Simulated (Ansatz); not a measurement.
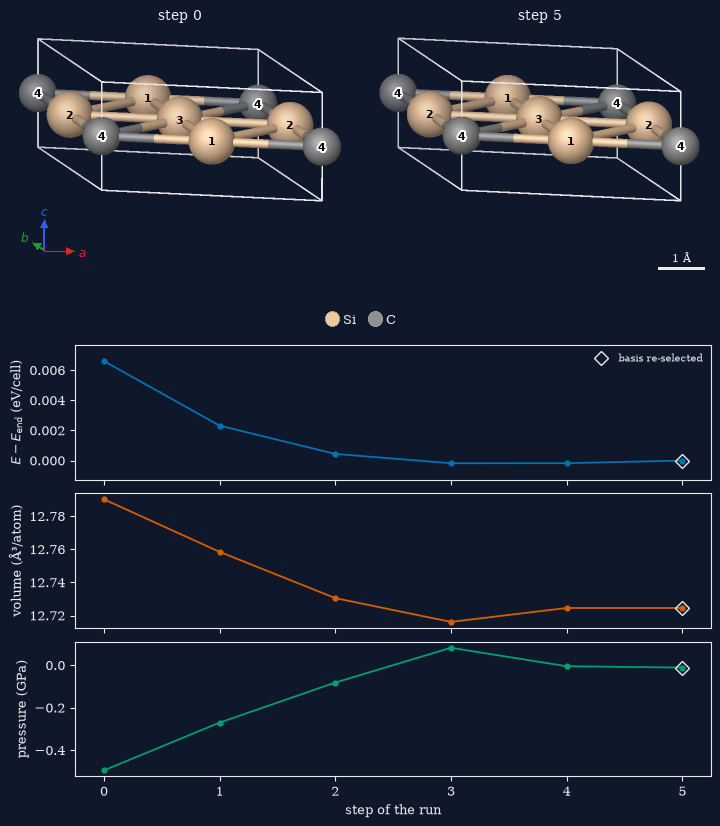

First and last geometry of a relaxation of crystalline Si$_{3}$C (a generated structure, set up in P6/mmm), with the history of the run. A ball-and-stick model of the cell of the calculation, seen slightly off an axis.

Method: Ansatz, DFT PBE, scalar-relativistic, plane waves, PAW.

The input:
```yaml
crystal:
  lattice:
    - [4.9479303742, 0.0, 0.0]
    - [-2.4739651871, 4.2850334002, 0.0]
    - [0.0, 0.0, 2.4130145326]
  atoms:
    - { symbol: Si, position: [0.5, 0.0, 0.5] }
    - { symbol: Si, position: [0.0, 0.5, 0.5] }
    - { symbol: Si, position: [0.5, 0.5, 0.5] }
    - { symbol: C, position: [0.0, 0.0, 0.5] }
basis:
  ecutwfc: 420
kpoints:
  mp_grid: { grid: [12, 12, 18] }
hamiltonian:
  xc: pbe
scf:
  occupations: { method: gaussian, width: 0.1 }
output:
  forces: true
  stress: true
  eigenvalues: true
relax:
  adjacent_minimum: "off"
  f_tol: 0.01
  max_steps: 80
  cell: { stress_tol: 0.05 }
```

Run as
```bash
ansatz run input.yaml --threads 1 --pin off --max-ram 2048MiB --backend cpu --events-out ev --progress --plain --runs-dir out
```

Q: Read the history and describe the run.

A: It converged. No atom moves by more than 0.005 Å relative to the cell. The volume changes by −0.5 %, with a = b 4.948 → 4.915 Å (−0.7 %), c 2.413 → 2.433 Å (+0.8 %). Near-neighbour distances that change, for instance: Si1–Si1 2.413 → 2.433 Å, Si1–C4 2.474 → 2.457 Å, Si1–Si2 2.474 → 2.457 Å. The space group stays P6/mmm (No. 191). After 4 accepted moves (5 points after the start) the energy has fallen by 6.6 meV per cell of the calculation. All forces vanish by symmetry, so only the cell relaxes. The pressure goes from −0.49 to −0.01 GPa. At 1 point the geometry stayed and the basis and grid were re-selected for the new cell (energy shift of 0.2 meV per cell of the calculation at most each time).
